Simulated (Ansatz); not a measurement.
# Si$_{5}$Ge$_{7}$: what the fields show

```
Si Ge
1.0
     5.63098    5.62820   -0.00081
    -0.00205    5.62948    5.63252
     5.61524   -5.61309    5.61428
Si Ge
10 14
Cartesian
  8.3923 -2.7928 5.6221
  5.6381 2.8243 2.8357
  5.6496 0.0123 5.6153
  8.3719 2.8304 5.5976
  2.8187 2.7955 5.6397
  8.4111 5.6121 8.4666
  1.4138 1.4344 1.3893
  7.0087 4.2005 4.2009
  7.0096 1.4258 6.9752
  7.0426 -1.3808 4.2441
  0.0127 0.0075 0.0329
  2.7700 0.0099 2.8140
  8.3999 0.0322 8.3933
  5.6094 -2.8012 8.3952
  5.6304 5.6190 5.6061
  5.6572 2.8202 8.4509
  4.2190 4.1739 1.4178
  4.2417 1.4207 4.2370
  9.7955 4.2598 6.9826
  4.1785 7.0652 4.2247
  1.4189 4.2017 4.2369
  4.1936 4.2085 7.0228
  7.0418 7.0480 7.0664
  9.7955 1.4140 4.2183
```

Space group P1; a generated structure, not necessarily the stable one.

Theory: DFT PBE, scalar-relativistic, plane waves, PAW in Ansatz.

Core electrons are frozen (PAW), and the valence fields are smoothed inside the atomic spheres.

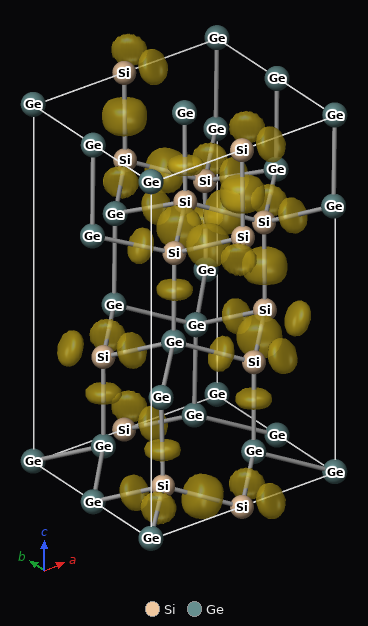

Figure 1. Isosurface of the ELF at 0.85 (yellow), seen at an oblique angle. Core shells and regions of very low density are left out. Sticks mark near contacts.

Q: Where are the electrons localised?

A: At this value the surface marks out 24 regions between bonded Ge–Si atoms (shared pairs) and eight regions between bonded Si–Si atoms (shared pairs), counted in one cell of 24 atoms. Regions shared between cells count once.


Si–Si (2.37 Å): the ELF peaks at about 0.95 between the atoms (a covalent bond). Si–Ge (2.41 Å): the ELF peaks at about 0.90 between the atoms; a shared electron pair.

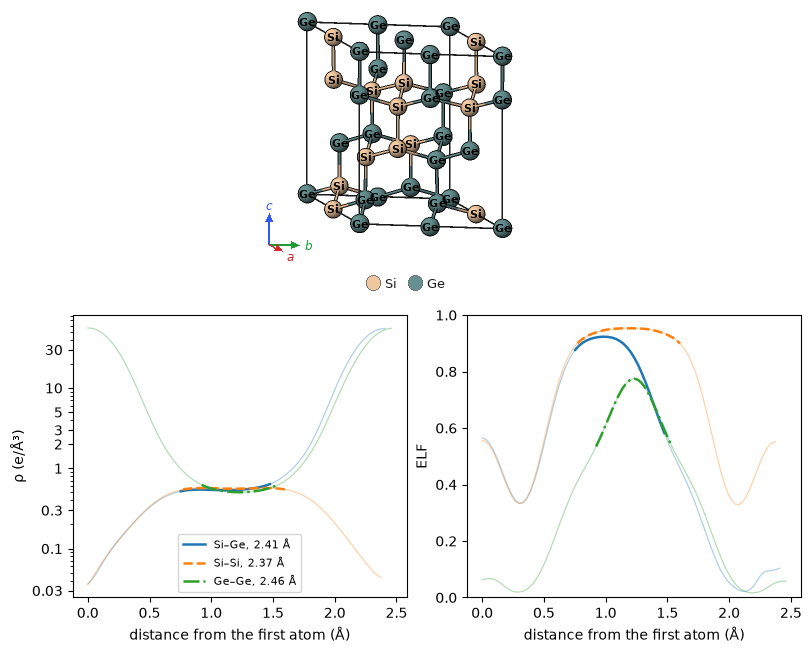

Figure 2. Valence pseudo-density and ELF along straight lines between neighbouring atoms. Thin, pale parts lie inside the atomic spheres. The structure is drawn too.

Q: What kind of bonding do the profiles show?

A: Si–Ge (2.41 Å): ρ at the midpoint is about 0.54 e/Å³; the ELF peaks at about 0.90 between the atoms, as expected for a covalent bond.
Si–Si (2.37 Å): the density is about 0.56 e/Å³ at the midpoint; the ELF peaks at about 0.95 between the atoms (a shared electron pair).
Ge–Ge (2.46 Å): ρ at the midpoint is about 0.5 e/Å³; the ELF peaks at about 0.75 between the atoms: a shared electron pair.

Q: Does the calculation make it a metal, or give it a gap?

A: It is gapped, with a Kohn–Sham gap of 0.35 eV on the k-point mesh, an upper bound to the gap of this method.
